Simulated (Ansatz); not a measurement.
A series of calculations on PbO2

Part 1: Relaxation

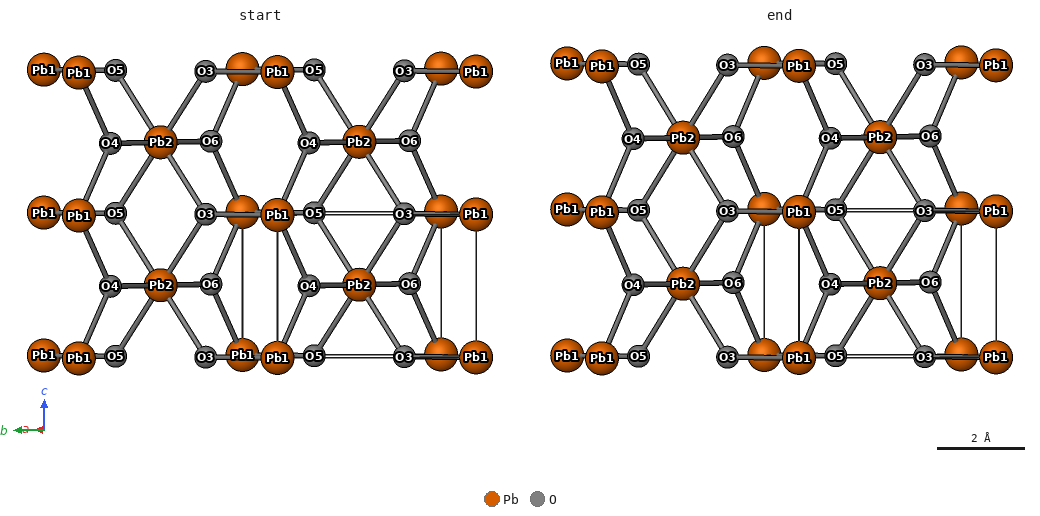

The structure of crystalline PbO2 (set up in P4_2/mnm) before (left) and after (right) a relaxation, at one scale.

A ball-and-stick model of the cell of the calculation, repeated 1 × 2 × 2 with one cell outlined, seen from a free direction.

Case: relaxed at 30 GPa.

Theory: Ansatz 0.2.0, DFT PBEsol, scalar-relativistic, plane waves, PAW. (plane-wave cutoff 420 eV; k-point mesh 8 × 8 × 10; occupations gaussian; smearing width 0.1 eV; target pressure 30 GPa; no spin polarisation; cell and atoms relaxed; force threshold 0.008 eV/Å; at most 50 steps)

**Describe what moved and what it gained.**

The energy falls by 0.103 eV per cell of the calculation in 5 accepted moves (7 points after the start). With the target pressure of 30 GPa, the enthalpy E + pV changes by −20.9 meV per cell of the calculation. The largest force component goes from 0.066 to under 0.0001 eV/Å. Pressure: 32.90 GPa at the start and 30.00 GPa at the end. At 2 points the geometry stayed and the basis and grid were re-selected for the new cell (energy shift of 2.5 meV per cell of the calculation at most each time). The largest moves relative to the cell, 0.006 Å, are those of O3, O4, O5 and O6. O3 goes along [1 1 0]. Pb stays in place. Cell: a = b 4.674 → 4.638 Å (−0.8 %), c 3.313 → 3.385 Å (+2.2 %). Volume +0.6 %. Some distances before and after: Pb1–O4 2.090 → 2.109 Å, Pb1–O3 2.030 → 2.021 Å. The space group stays P4_2/mnm (No. 136).

Part 2: Relaxation

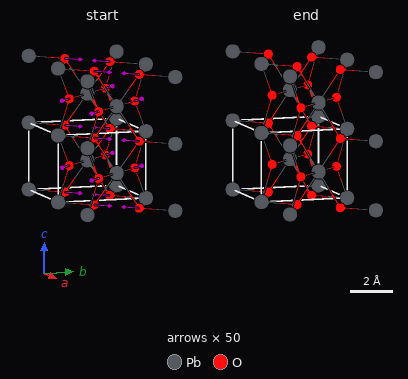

The structure of crystalline PbO₂ (set up in P4_2/mnm) before (left) and after (right) a relaxation, at one scale. The purple arrows give the displacements (the part carried along by the change of the cell is left out), 50 times their true length.

The picture is a ball-and-stick view of the cell of the calculation, repeated 2 × 1 × 2 with one cell outlined, seen slightly off an axis.

Case: relaxed at 60 GPa.

Level of theory: DFT PBEsol, scalar-relativistic, plane waves, PAW (Ansatz 0.2.0).

Input
```yaml
crystal:
  lattice:
    - [4.5158774385, 0.0, 0.0]
    - [0.0, 4.5158774385, 0.0]
    - [0.0, 0.0, 3.2957885542]
  atoms:
    - { symbol: Pb, position: [0.0, 0.0, 0.0] }
    - { symbol: Pb, position: [0.5, 0.5, 0.5] }
    - { symbol: O, position: [0.3081138316, 0.3081138316, 0.0] }
    - { symbol: O, position: [0.1918861684, 0.8081138316, 0.5] }
    - { symbol: O, position: [0.6918861684, 0.6918861684, 0.0] }
    - { symbol: O, position: [0.8081138316, 0.1918861684, 0.5] }
basis:
  ecutwfc: 420
kpoints:
  mp_grid: { grid: [8, 8, 12] }
hamiltonian:
  xc: pbesol
scf:
  occupations: { method: gaussian, width: 0.1 }
output:
  forces: true
  stress: true
  eigenvalues: true
relax:
  adjacent_minimum: "off"
  f_tol: 0.008
  max_steps: 50
  cell: { stress_tol: 0.08, p_target: 60.0 }
```

Run as
```bash
ansatz run input.yaml --threads 1 --pin off --max-ram 2560MiB --backend cpu --events-out ev --progress --plain --runs-dir out
```

### Describe what moved and what it gained.

The energy rises by 51.9 meV per atom in 5 accepted moves (7 points after the start). With the target pressure of 60 GPa, the enthalpy E + pV changes by −8.3 meV per atom. The largest force component goes from 0.01 to 0.0013 eV/Å. Pressure: 57.06 GPa at the start and 60.03 GPa at the end. The SCF was repeated twice at an unchanged geometry on a basis and grid sized afresh for the cell, which shifted the energy by 0.2 meV per atom at most. The largest moves relative to the cell, 0.021 Å, are those of O3, O4, O5 and O6. O3 goes along [1 1 0]. Pb stays in place. Cell: a = b 4.516 → 4.412 Å (−2.3 %), c 3.296 → 3.404 Å (+3.3 %). Volume −1.4 %. Some distances before and after: Pb1–O3 1.968 → 1.944 Å, Pb1–O4 2.054 → 2.068 Å. Among the angles between lasting bonds that change: Pb2–O3–Pb2 106.7° → 110.7°, O4–Pb1–O4 106.7° → 110.7°, O4–Pb1–O6 73.3° → 69.3°. The space group stays P4_2/mnm (No. 136).

Part 3: A change

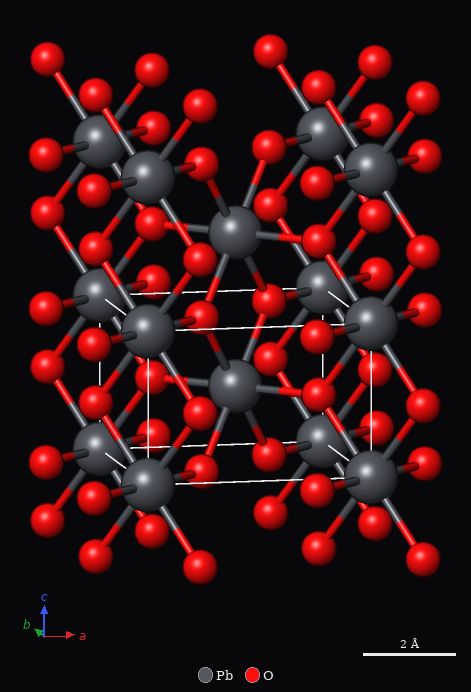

Reference structure: solid PbO2 (set up in P4_2/mnm). A ball-and-stick model of the cell of the calculation, repeated 1 × 1 × 2 with one cell outlined, seen slightly off an axis.

The calculation used DFT PBEsol, scalar-relativistic, plane waves, PAW in Ansatz. (plane-wave cutoff 420 eV; k-point mesh 8 × 8 × 10; occupations gaussian; smearing width 0.1 eV; no spin polarisation)

The variant: The crystal is put under a hydrostatic pressure of 30 GPa. Cell and atoms are relaxed at that pressure.

The input:
```yaml
crystal:
  lattice:
    - [4.6739727721, 0.0, 0.0]
    - [0.0, 4.6739727721, 0.0]
    - [0.0, 0.0, 3.3127354557]
  atoms:
    - { symbol: Pb, position: [0.0, 0.0, 0.0] }
    - { symbol: Pb, position: [0.5, 0.5, 0.5] }
    - { symbol: O, position: [0.3071647564, 0.3071647564, 0.0] }
    - { symbol: O, position: [0.1928352436, 0.8071647564, 0.5] }
    - { symbol: O, position: [0.6928352436, 0.6928352436, 0.0] }
    - { symbol: O, position: [0.8071647564, 0.1928352436, 0.5] }
basis:
  ecutwfc: 420
kpoints:
  mp_grid: { grid: [8, 8, 10] }
hamiltonian:
  xc: pbesol
scf:
  occupations: { method: gaussian, width: 0.1 }
output:
  forces: true
  stress: true
  eigenvalues: true
relax:
  adjacent_minimum: "off"
  f_tol: 0.008
  max_steps: 50
  cell: { stress_tol: 0.08, p_target: 30.0 }
```

Command:
```bash
ansatz run input.yaml --threads 1 --pin off --max-ram 2560MiB --backend cpu --events-out ev --progress --plain --runs-dir out
```

**What does the calculation give for the changed structure?**

Cell: a = b 4.997 → 4.638 Å (−7.2 %), c 3.412 → 3.385 Å (−0.8 %). Volume −14.5 %. No atom moves by more than 0.005 Å relative to the cell. Among the bonded contacts that change: O–Pb 2.179 → 2.021 to 2.109 Å. The space group stays P4_2/mnm (No. 136). Energy change: +165 meV per atom. Pressure: 0.0 GPa before, 30.0 GPa after.

Drawn alike, the variant:

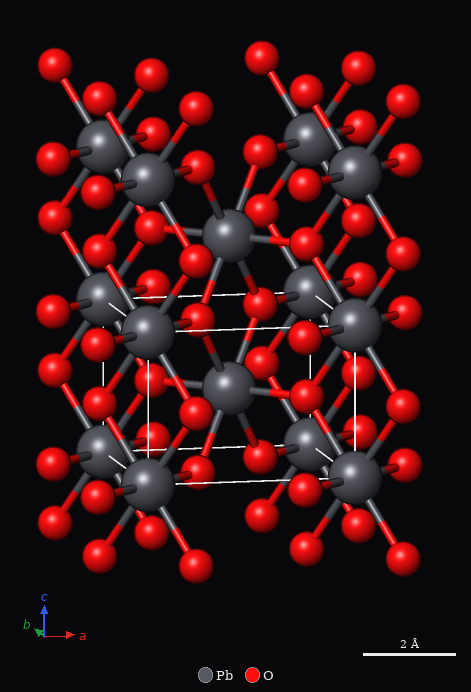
